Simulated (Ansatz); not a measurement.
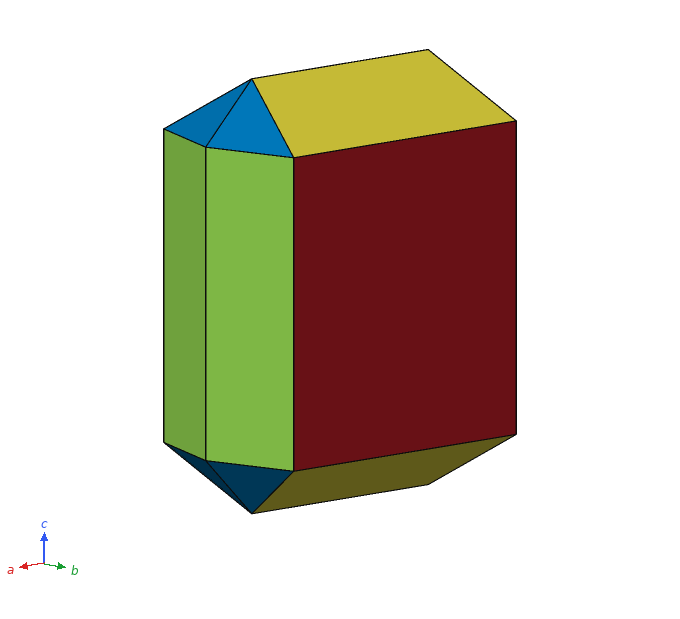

The shape was computed with the Donnay–Harker form of the Bravais–Friedel law: planes with larger spacing d grow more slowly and so show as larger faces; centring, glide planes and screw axes halve or divide d. Faces of one form share a colour. Cell of Cu: space group Cmcm (No. 63), a = 2.437 Å, b = 7.953 Å, c = 2.475 Å, α = 90.00°, β = 90.00°, γ = 90.00°. Geometry: the structure of a calculation's input, shown in its standard cell. Forms under 0.4 % of the area are left out.

### Give the Miller indices of each colour.

red: {020} (d = 3.98 Å, 39 % of the area); green: {110} (d = 2.33 Å, 28 % of the area); yellow: {021} (d = 2.10 Å, 26 % of the area); blue: {111} (d = 1.70 Å, 7 % of the area).
